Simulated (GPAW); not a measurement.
# Collinear magnetic orders of linear V chain, spacing 2.761 A with GPAW, part 2 of 2

Wanted: the moments of linear V chain, spacing 2.761 A and the energy of each order that was tried.

GPAW 26.7.0; LDA; plane waves with GPAW's PAW setups, scalar-relativistic.

So far. Step 2 (Run 1 (ferro +)): After 14 cycles the largest moment stands at 2.95 μB.

## Step 3: Order 2, typed as antiferro q=(0,0,1/2) +-

Reversing part of the moments tests the sign of the couplings between them.

The cell is doubled to 2 atoms to hold this order. Its mesh is chosen so that both cells sample the same points.

order2.py reads:

```python
import json
import numpy as np
from ase import Atoms
from ase.parallel import paropen, parprint
from gpaw import GPAW

atoms = Atoms(['V', 'V'],
    cell=[[12.0, 0.0, 0.0],
         [0.0, 12.0, 0.0],
         [0.0, 0.0, 5.522]],
    scaled_positions=[[0.5, 0.5, 0.0],
         [0.5, 0.5, 0.5]],
    pbc=True,
    magmoms=[1.5, -1.5])
atoms.calc = GPAW(mode={'name': 'pw', 'ecut': 550},
    xc='LDA',
    kpts={'size': (1, 1, 5), 'gamma': True},
    occupations={'name': 'fermi-dirac', 'width': 0.1},
    convergence={'density': 0.001, 'energy': 1e-05},
    maxiter=200,
    symmetry={'tolerance': 1e-4},
    txt='order2.txt')
e = atoms.get_potential_energy(force_consistent=True)
res = {'free_energy': e, 'energy_sigma0': atoms.get_potential_energy(), 'fermi_energy': atoms.calc.get_fermi_level()}
res['moments'] = atoms.get_magnetic_moments().tolist()
res['total'] = atoms.get_magnetic_moment()
parprint('site moments (muB):', np.round(res['moments'], 3))
parprint(f"total moment: {res['total']:.3f} muB")
parprint(f'free energy: {e:.6f} eV')
atoms.calc.write('order2.gpw')
with paropen('results.json', 'w') as f:
    json.dump(res, f)
```

Command:

```console
$ OMP_NUM_THREADS=1 python3 order2.py > order2.log
```

The program printed:

```text
site moments (muB): [ 2.718 -2.718]
total moment: 0.000 muB
free energy: -8.950595 eV

--- order2.txt ---
Input parameters:
  mode=PW(ecut=550),
  convergence={'density': 0.001, 'energy': 1e-05},
  kpts=MonkhorstPack(size=(1, 1, 5), gamma=True),
  maxiter=200,
  occupations=Occupations(name='fermi-dirac', width=0.1),
  symmetry=Symmetry(tolerance=0.0001),
  xc=XC(name='LDA')

Diagonalizing LCAO Hamiltonian
Converting LCAO to pw mode
        .----------------------------.
       /|                            |
      / |                            |
     /  |                            |
    /   |                            |
   /    |                            |
  /     |                            |
 *      .----------V-----------------.
 |     /                            /
 |    /                            /
 |   /                            /
 |  /              V             /
 | /                            /
 |/                            /
 *----------------------------*

Atoms  # Å, Bohr magnetons
|   | symbol |        x |        y |        z |    initial magnetic moments |
|---|--------|----------|----------|----------|-----------------------------|
| 0 |      V | 6.000000 | 6.000000 | 0.000000 | ( 0.0000,  0.0000,  1.5000) |
| 1 |      V | 6.000000 | 6.000000 | 2.761000 | ( 0.0000,  0.0000, -1.5000) |

Unit cell  # Å
| periodic |         x |         y |        z |   lengths |    angles |
|----------|-----------|-----------|----------|-----------|-----------|
|      yes | 12.000000 |  0.000000 | 0.000000 | 12.000000 | 90.000000 |
|      yes |  0.000000 | 12.000000 | 0.000000 | 12.000000 | 90.000000 |
|      yes |  0.000000 |  0.000000 | 5.522000 |  5.522000 | 90.000000 |

Number of symmetries: 16

BZ-sampling:
  Number of BZ points: 5
  Number of IBZ points: 3

  Monkhorst-Pack size: [1, 1, 5]
  Monkhorst-Pack shift: [0, 0, 0]

Plane wave coefficients: 23301
Cutoff: 550.0 eV

Spin-components: 2 (collinear spins)
Bands:           20
Projectors:      12
Spin-degeneracy: 1
Datatype:        complex128

Parallelization:
  kpt:    1
  domain: 1
  band:   1

Density:
  Valence electrons: 26.0
  Components: 2
  Grid points: [70 70 30]
  Charge: 0.0  # |e|

Potential:
  Grid points: [70 70 30]

[... setups left out ...]
Reference energy: -51535.203669  # eV

eigensolver:
  PPCG
  Converge bands: occupied
  niter=2

density mixing:
  MSR1-Mixer
  Pratt-step length: 0.05
  Maximum mixing coefficient: 0.75
  Old densities: 10
  SVD Regularization: 0.005
  Good broyden scale: 1.0
  Trust region scale: 1.0
  Backstep threshold: 4.0
  History deletion threshold: 6.0
  Fourier metric: weight=20.0, sigma=0.015

occupation numbers:
  Fermi-Dirac:
    width: 0.1000  # eV

poisson solver:
  ecut: 4400.0  # eV

xc functional:
  name: None

convergence criteria:
- Maximum integral of absolute [dens]ity change: 0.001 electrons / valence electron
- Maximum [total energy] change in last 3 cyles: 1e-05 eV / valence electron
- Maximum integral of absolute [eigenst]ate change: 4e-08 eV^2 / valence electron
maximum number of iterations: 200

SCF iterations
|iter     |      energy | eigst |  dens |  magmom |
|---------|-------------|-------|-------|---------|
|iter:   1|       0s |   -9.255566 | +0.29 |       |  +0.0000|
|iter:   2|       3s |   -8.908579 | -0.96 | -0.64 |  -0.0000|
|iter:   3|       6s |   -8.385867 | -0.70 | -0.70 |  +0.0000|
|iter:   4|       9s |   -8.573905 | -1.39 | -0.95 |  -0.0000|
|iter:   5|      12s |   -8.707816 | -1.75 | -1.20 |  +0.0000|
|iter:   6|      16s |   -8.703309 | -2.48 | -1.85 |  -0.0000|
|iter:   7|      19s |   -8.705629 | -3.26 | -2.32 |  +0.0000|
|iter:   8|      22s |   -8.705965 | -3.95 | -2.57 |  -0.0000|
|iter:   9|      25s |   -8.706805 | -3.95 | -2.69 |  +0.0018|
|iter:  10|      28s |   -8.706037 | -4.47 | -2.04 |  +0.0000|
|iter:  11|      32s |   -8.706094 | -5.21 | -3.48c|  +0.0002|
|iter:  12|      35s |   -8.706163c| -5.90 | -3.60c|  +0.0004|
|iter:  13|      38s |   -8.706180c| -6.44 | -4.18c|  +0.0003|
|iter:  14|      41s |   -8.706182c| -6.90 | -4.51c|  +0.0002|
|iter:  15|      44s |   -8.706182c| -7.32 | -4.66c|  +0.0001|
|iter:  16|      46s |   -8.706182c| -7.59c| -5.23c|  +0.0001|

Converged in 16 steps
Energy contributions relative to reference atoms: (reference = -51535.203669)

Energy contributions:
  Kinetic:          -7.553455
  Coulomb:          12.821447
  Zero:              0.109579
  External:          0.000000
  Xc:              -13.839341
  Entropy:          -0.488825
  Spinorbit:         0.000000
  ----------------------------
  Free energy:      -8.950595
  Extrapolated:     -8.706182

dipole moment: (0.000000, 0.000000, -12.976380)  # |e|*Ang

Total magnetic moment: (0.000000, 0.000000, 0.000090)

Local magnetic moments
|        x |        y |         z |
|----------|----------|-----------|
| 0.000000 | 0.000000 |  2.718137 |  # V    0
| 0.000000 | 0.000000 | -2.718104 |  # V    1

Fermi level: -3.407
Eigenvalues  # (at kpt = [0.000, 0.000, 0.000])
| band index |      eig [eV] | occ [0-1] |      eig [eV] | occ [0-1] |
|------------|---------------|-----------|---------------|-----------|
|          0 |       -67.201 |     1.000 |       -67.201 |     1.000 |
|        ... |               |           |               |           |
|          6 |       -38.928 |     1.000 |       -38.927 |     1.000 |
|          7 |       -38.665 |     1.000 |       -38.665 |     1.000 |
|          8 |        -5.654 |     1.000 |        -5.654 |     1.000 |
|          9 |        -3.766 |     0.973 |        -3.766 |     0.973 |
|         10 |        -3.766 |     0.973 |        -3.766 |     0.973 |
|         11 |        -3.666 |     0.930 |        -3.666 |     0.930 |
|         12 |        -3.486 |     0.687 |        -3.486 |     0.687 |
|         13 |        -3.485 |     0.686 |        -3.485 |     0.686 |
|         14 |        -1.818 |     0.000 |        -1.818 |     0.000 |
|         15 |        -1.314 |     0.000 |        -1.314 |     0.000 |
|         16 |        -1.153 |     0.000 |        -1.153 |     0.000 |
|         17 |        -1.151 |     0.000 |        -1.151 |     0.000 |
|         18 |        -0.561 |     0.000 |        -0.561 |     0.000 |
|         19 |        -0.561 |     0.000 |        -0.561 |     0.000 |

Gap: 0.219 eV
Transition (v -> c):
  (s=0, k=2, n=13, [0.00, 0.00, 0.40]) -> (s=0, k=2, n=14, [0.00, 0.00, 0.40])
No difference between direct/indirect transitions
```

The job ended after 53 s (1 MPI rank of Intel Xeon Platinum 8488C (Sapphire Rapids), shared host; peak memory 0.53 GiB).

Spin moment in the augmentation sphere by atom:

```csv
atom,spin moment in the augmentation sphere (μB)
V1,2.72
V2,-2.72
```

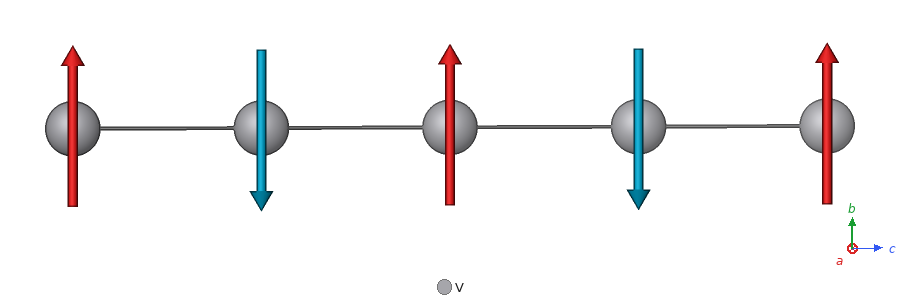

Spin moment in the augmentation sphere as arrows, the longest 2.72 μB. Up and down stand for the sign. Arrows give size and sign along the axis of quantisation, drawn up and down the page. The two directions have two colours. 1×1×2 cells are drawn. Some periodic images of atoms are drawn too.

This step gave:

| Property | Result |
| --- | --- |
| magnetization | 0 μB |
| final state | antiferromagnetic |

It lies 208 meV a seeded atom over the first start, and its largest moment is 2.72 μB against 2.95 μB.

## Step 4: Run 3 (no spin polarisation)

This run holds no moments, which gives a state to set the others against.

nospin.py reads:

```python
import json
import numpy as np
from ase import Atoms
from ase.parallel import paropen, parprint
from gpaw import GPAW

atoms = Atoms(['V'],
    cell=[[12.0, 0.0, 0.0],
         [0.0, 12.0, 0.0],
         [0.0, 0.0, 2.761]],
    scaled_positions=[[0.5, 0.5, 0.0]],
    pbc=True)
atoms.calc = GPAW(mode={'name': 'pw', 'ecut': 550},
    xc='LDA',
    kpts={'size': (1, 1, 10), 'gamma': True},
    occupations={'name': 'fermi-dirac', 'width': 0.1},
    convergence={'density': 0.001, 'energy': 1e-05},
    maxiter=200,
    symmetry={'tolerance': 1e-4},
    txt='nospin.txt')
e = atoms.get_potential_energy(force_consistent=True)
res = {'free_energy': e, 'energy_sigma0': atoms.get_potential_energy(), 'fermi_energy': atoms.calc.get_fermi_level()}
parprint(f'free energy: {e:.6f} eV')
atoms.calc.write('nospin.gpw')
with paropen('results.json', 'w') as f:
    json.dump(res, f)
```

Command:

```console
$ OMP_NUM_THREADS=1 python3 nospin.py > nospin.log
```

The program printed:

```text
free energy: -3.585983 eV

--- nospin.txt ---
Input parameters:
  mode=PW(ecut=550),
  convergence={'density': 0.001, 'energy': 1e-05},
  kpts=MonkhorstPack(size=(1, 1, 10), gamma=True),
  maxiter=200,
  occupations=Occupations(name='fermi-dirac', width=0.1),
  symmetry=Symmetry(tolerance=0.0001),
  xc=XC(name='LDA')

Diagonalizing LCAO Hamiltonian
Converting LCAO to pw mode
        .----------------------------.
[...]
|------------|---------------|-----------|
|          0 |       -67.331 |     2.000 |
|          1 |       -41.685 |     2.000 |
|          2 |       -41.685 |     2.000 |
|          3 |       -41.048 |     2.000 |
|          4 |        -5.989 |     2.000 |
[...]
|          8 |        -2.130 |     0.000 |
|          9 |        -2.130 |     0.000 |
|         10 |        -1.984 |     0.000 |
|         11 |        -1.984 |     0.000 |

No gap
No difference between direct/indirect transitions


[key lines of the parts left out:]
Free energy:      -3.585983
Converged in 16 steps
dipole moment: (0.000000, 0.000000, -6.581417)  # |e|*Ang
Fermi level: -3.591
```

Run time: 14 s. Hardware: 1 MPI rank; peak memory 0.25 GiB.

Numbers from this step:

* final state: non-magnetic (no spin polarisation)

It lies 1097 meV a seeded atom over the first start.

## Step 5: An attempt with other settings

An input with a fault is tried, to see how the program answers.

run.py reads:

```python
import json
import numpy as np
from ase import Atoms
from ase.parallel import paropen, parprint
from gpaw import GPAW

atoms = Atoms(['V'],
    cell=[[12.0, 0.0, 0.0],
         [0.0, 12.0, 0.0],
         [0.0, 0.0, 2.761]],
    scaled_positions=[[0.5, 0.5, 0.0]],
    pbc=True,
    magmoms=[1.5])
atoms.calc = GPAW(mode={'name': 'pw', 'ecut': 550},
    xc='LDA',
    kpts={'size': (1, 1, 10), 'gamma': True},
    occupation={'name': 'fermi-dirac', 'width': 0.1},
    convergence={'density': 0.001, 'energy': 1e-05},
    maxiter=100,
    symmetry={'tolerance': 1e-4},
    txt='run.txt')
e = atoms.get_potential_energy(force_consistent=True)
res = {'free_energy': e, 'energy_sigma0': atoms.get_potential_energy(), 'fermi_energy': atoms.calc.get_fermi_level()}
res['moments'] = atoms.get_magnetic_moments().tolist()
res['total'] = atoms.get_magnetic_moment()
parprint('site moments (muB):', np.round(res['moments'], 3))
parprint(f"total moment: {res['total']:.3f} muB")
parprint(f'free energy: {e:.6f} eV')
atoms.calc.write('run.gpw')
with paropen('results.json', 'w') as f:
    json.dump(res, f)
```

Command:

```console
$ OMP_NUM_THREADS=1 python3 run.py > run.log
```

The program printed:

```text
TypeError: GPAW() got an unexpected keyword argument 'occupation'
```

The job ended after 1.2 s (1 MPI rank; peak memory 0.1 GiB).

The input was rejected at the start.

The program's message: “TypeError: GPAW() got an unexpected keyword argument 'occupation'”

A key was misspelt on purpose.

The name must match the manual letter for letter.

## Step 6: Ranking

These are free energies at a smearing of 0.1 eV, so its entropy term is in the differences. They are divided by the number of seeded atoms, so that cells of unlike size compare. Wavevectors q in the names are fractions of the reciprocal vectors of the first run's cell.

Orders:

```csv
start,final state,typed order kept,energy over the lowest (meV a seeded atom),largest site moment (μB),net moment (μB a primitive cell),mesh matched,CPU time (s)
ferro +,ferromagnetic,yes,0,2.952,4.002,yes,25.88
"antiferro q=(0,0,1/2) +-",antiferromagnetic,yes,207.9,2.718,0,yes,52.92
no spin polarisation,non-magnetic,-,1097,0,0,yes,14.36
```

## Step 7: Outcome

- lowest state found: ferromagnetic (typed ferro +)
- largest site moment: 2.95 μB
- next state: antiferromagnetic, 208 meV a seeded atom higher
- energy gained by spin polarisation: 1097 meV a seeded atom

In words: The lowest state found is ferromagnetic, reached from the start ferro +, with moments up to 2.95 μB. The next state costs 208 meV a seeded atom. This is the lowest of 3 finished starts, no proof of the ground state.

[Logs and program files are shortened in this print: banners, set-up blocks, solver, clock and traceback lines can be left out without a mark of their own.]

[Logs are printed without paths, hosts, clocks, repeated set-up lines and the standing remarks that a program may print on its own settings, such as how far it seeks lower states.]

[Hosts, paths, dates, database ids (printed as entryN), source tags and the programs' standing remarks are cut or masked in the printed files.]

[Where a cell is said to come from a database of computed structures, the database is the Materials Project.]
